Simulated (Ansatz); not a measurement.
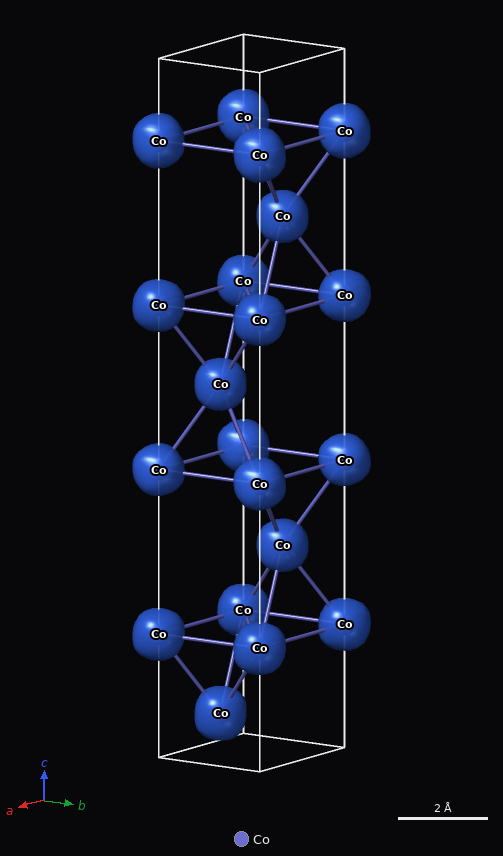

The picture shows: Co. Isosurface of the magnetisation density (up minus down) at +0.4 e/Å³ (blue), seen at an oblique angle. Sticks mark near contacts.

Space group P3m1; a structure from a database of computed crystals, not necessarily the ambient phase; not relaxed (largest force 0.6 eV/Å); computed pressure about −4 GPa in this cell; spin-polarised.

Computed with DFT PBEsol, scalar-relativistic, plane waves, PAW in Ansatz.

In a PAW calculation such maps are meaningful between the atoms, not at the nuclei.

### Which atoms carry the moments, and with what signs?

The spin density sits on Co: +1.7 μB (×8) in one cell of 8 atoms: parallel main moments (a ferromagnetic arrangement) in this solution. The cell of the calculation (8 atoms) carries 13.1 μB of net spin moment.
